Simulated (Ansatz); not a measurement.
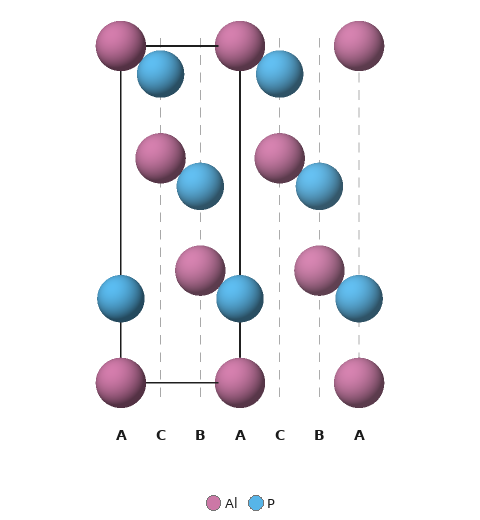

The picture looks along a close-packed row of the hexagonal mesh; [111] points upwards. The dashed lines mark the three columns A (0, 0), B (1/3, 2/3) and C (2/3, 1/3). The box is the hexagonal cell of the face-centred cubic lattice. The sequence starts with the first layer at or above the cell's origin.

AlP (space group F-43m, No. 216). Coordinates: the input geometry of an electronic-structure calculation (not necessarily at equilibrium).

List the layers of one repeat.

Al(A) – P(A) – Al(B) – P(B) – Al(C) – P(C) (six layers in 9.54 Å).

How are the P layers alone stacked?

P layers alone: ABC, the cubic close-packed type.

Which positions between or in the P layers do the other atoms fill?

Al: three tetrahedral sites, counted in one hexagonal cell.

What short polytype symbol fits?

Polytype symbol 3C, the symbol of a tetrahedral polytype (number of double layers in the repeat and lattice).

Heights of the layers:

```csv
layer,atoms (column),height (Å),to next (Å)
1,Al(A),0.00,2.38
2,P(A),2.38,0.79
3,Al(B),3.18,2.38
4,P(B),5.56,0.80
5,Al(C),6.36,2.38
6,P(C),8.74,0.79
```
